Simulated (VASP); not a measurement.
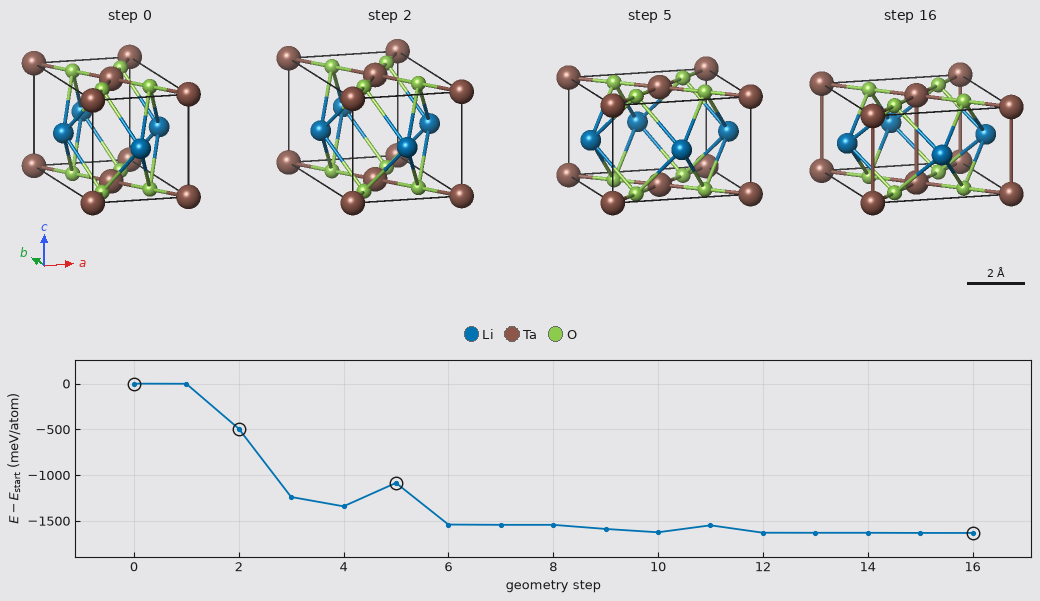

Frames of a relaxation of a crystal of LiTaO$_{2}$ (a generated structure, set up in Cmmm), marked on the history of the run. Style: ball-and-stick. Shown: the conventional cell (2 times the calculation's cell), slightly off an axis. Lengths and directions refer to the drawn axes.

The run lets cell and atoms move.

Theory: VASP, Kohn-Sham DFT of a periodic cell, PBE, VASP PAW PBE potentials, recommended.

Input
```
  PREC = Normal
  ENCUT = 520
  EDIFF = 1E-4
  ISMEAR = 0
  SIGMA = 0.15
  LREAL = F
  LASPH = T
  NELM = 60
  ALGO = Fast
  ISIF = 3
  LWAVE = F
  LCHARG = F
  GGA = PE
  IBRION = 2
  NSW = 24
  EDIFFG = -0.08
```

Command:
```bash
cat potpaw_PBE.64/Li_sv/POTCAR potpaw_PBE.64/Ta_pv/POTCAR potpaw_PBE.64/O/POTCAR > POTCAR
mpirun -np 1 vasp_std > vasp.out
```

Describe the path.

Answer. The energy falls by 1631 meV per atom in 16 geometry steps. All forces vanish by symmetry, so only the cell relaxes. Pressure: 52.58 GPa at the start and 0.39 GPa at the end. The atoms keep their places relative to the cell (all moves are under 0.005 Å). The volume changes by +6.5 %, with a 3.531 → 5.107 Å (+44.6 %), b 6.784 → 5.887 Å (−13.2 %), c 3.681 → 3.124 Å (−15.1 %). Among the contacts that change: O–O 1.766 → 2.554 Å, Ta–Ta 3.681 → 3.124 Å, Li–Ta 2.550 → 2.993 Å, Li–O 2.654 → 2.497 Å. Among the angles between lasting bonds that change: O–Ta–O 125.0° → 98.1°. The space group stays Cmmm (No. 65). From step 0 to 2: volume +25.8 %, energy −492 meV per atom. From step 2 to 5: volume −18.4 %, energy −593 meV per atom. From step 5 to 16: volume +3.8 %, energy −547 meV per atom.

| step | E − E(0), meV/atom | pressure, GPa | volume, Å³/atom |
| --- | --- | --- | --- |
| 0 | 0.00 | 52.58 | 11.021 |
| 1 | -1.28 | -30.79 | 17.628 |
| 2 | -491.71 | -6.61 | 13.867 |
| 3 | -1238.40 | -19.23 | 14.883 |
| 4 | -1340.64 | -23.25 | 15.097 |
| 5 | -1084.94 | 53.68 | 11.313 |
| 6 | -1539.77 | -5.75 | 13.589 |
| 7 | -1542.88 | -2.96 | 13.414 |
| 8 | -1542.90 | -2.29 | 13.381 |
| 9 | -1587.89 | -2.29 | 12.833 |
| 10 | -1624.22 | -1.28 | 12.141 |
| 11 | -1548.16 | 7.13 | 10.724 |
| 12 | -1628.94 | -0.65 | 11.919 |
| 13 | -1629.79 | -0.32 | 11.796 |
| 14 | -1629.75 | -0.02 | 11.764 |
| 15 | -1631.27 | 0.55 | 11.734 |
| 16 | -1631.46 | 0.39 | 11.742 |
